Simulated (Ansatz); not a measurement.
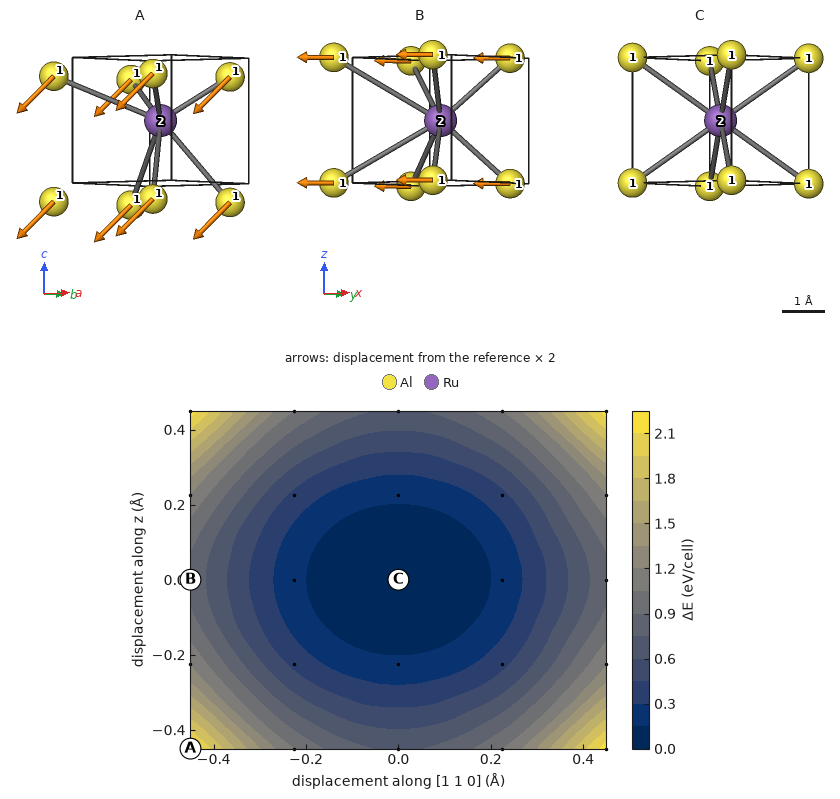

A scan of crystalline AlRu (Pm-3m): Al1 (one in each cell of 2 atoms) is moved over the plane of the Cartesian directions [1 1 0] and z, all else fixed. The map is interpolated between the computed points (dots). The lettered frames are marked on it. The picture is a ball-and-stick view of the cell of the calculation, seen nearly along the normal of the scanned plane. Orange arrows: displacements from the reference.

Method: Ansatz 0.2.0, DFT PBE, scalar-relativistic, plane waves, PAW. (plane-wave cutoff 420 eV; k-point mesh 20 × 20 × 20; occupations gaussian; smearing width 0.15 eV; no spin polarisation). Energies (free energies at the smearing named) are counted from the relaxed crystal.

### Where is the lowest point of the map, and what else does it tell?

In pairs of (displacement along [1 1 0] (Å); displacement along z (Å)): the lowest computed point lies at (0.000, 0.000) (0.00 eV/cell), the highest at (−0.450, −0.450), (0.450, 0.450), (0.450, −0.450), (−0.450, 0.450) (2.17 eV/cell).  Over the ranges scanned the energy rises by about as much along both axes. The frames lie at A (−0.450, −0.450): 2.17 eV/cell, B (−0.450, 0.000): 0.86 eV/cell, C (0.000, 0.000): 0.00 eV/cell.
